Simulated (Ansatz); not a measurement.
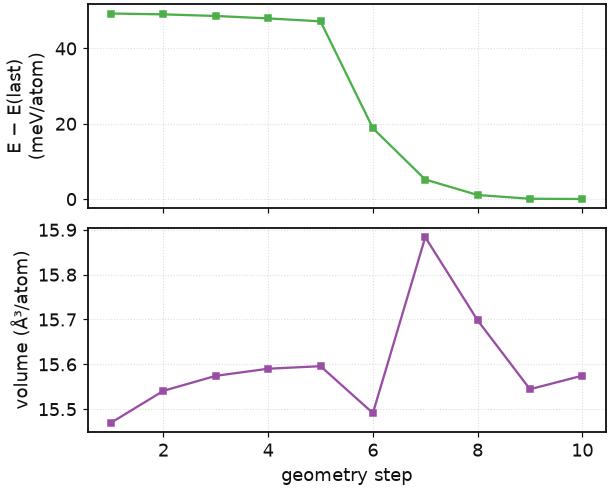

History of a geometry optimisation. Atoms and cell relax. A closing SCF on a freshly chosen basis isn't drawn.

Mo (P6_3/mmc, 2 atoms in the cell); Ansatz, DFT PBEsol, scalar-relativistic, plane waves, PAW; cutoff 420 eV, 9×9×4 k-mesh, Gaussian smearing of 0.1 eV.

How did it end, and what did it gain?

Answer. The optimisation met its thresholds at geometry 10, counting the start as the first. The energy fell by about 49 meV/atom from the first step to the last. All forces vanish by symmetry, so only the cell moves.

What happens to the cell?

Answer. The volume grows from 15.47 to 15.57 Å³ per atom (+0.7 %), overshooting to 15.88 at step 7. The start was compressed.
